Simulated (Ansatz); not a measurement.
Here is a crystal structure:

```
Ti O
1.0
     6.40820    0.00000    0.00000
     0.00000    8.06071    0.00000
     0.00000    0.00000    2.96903
Ti O
6 8
Direct
  0.00000 0.00000 0.00000
  0.25000 0.75000 0.50000
  0.25000 0.25000 0.50000
  0.50000 0.50000 0.00000
  0.75000 0.25000 0.50000
  0.75000 0.75000 0.50000
  0.76278 0.00000 0.50000
  0.50000 0.24112 0.00000
  0.23722 0.00000 0.50000
  0.50000 0.75888 0.00000
  0.26278 0.50000 0.50000
  0.00000 0.74112 0.00000
  0.73722 0.50000 0.50000
  0.00000 0.25888 0.00000
```

### What does this file describe?

The formula is Ti₃O₄. The structure has Cmmm (No. 65) symmetry and a base-centred orthorhombic lattice. With Z = 2, the cell contains 6 Ti, 8 O. Around each Ti lie six O in a distorted octahedral arrangement at 2.02 to 2.19 Å. O takes two kinds of site: 4h with four Ti at 2.02 to 2.12 Å; 4i with five Ti in a square pyramidal arrangement at 2.09 to 2.19 Å. Not all metal-metal contacts are counted. The bonds build a three-dimensional framework.

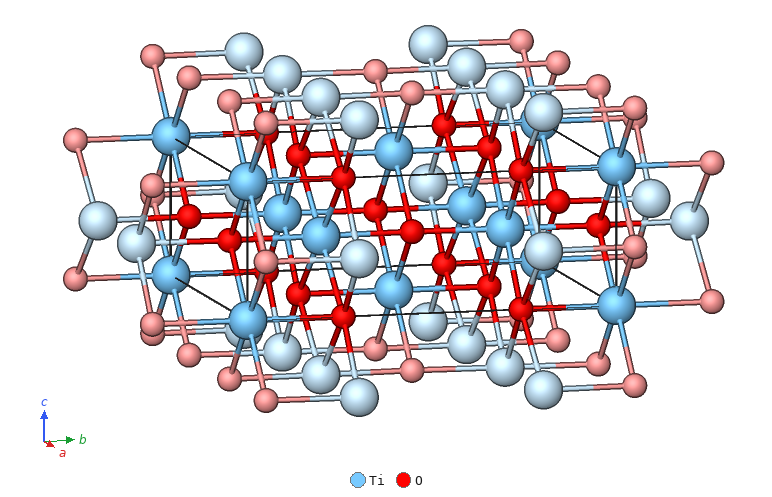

Crystal structure, ball-and-stick style, seen slightly off an axis. The frame is the conventional unit cell; atoms at its boundary are shown with their periodic copies. Atoms of adjacent cells appear where they bond to atoms in the box, in fainter colours.

Origin of the cell: a structure listed in the Materials Project. The cell was then strained or its atoms displaced on purpose. Ansatz was used for an electronic-structure calculation on it.

At this level of theory the run's own cell isn't at rest (stretched, at -17 GPa and forces up to 1.1 eV/Å), so its distances can differ from those at equilibrium, the more so the softer the solid.
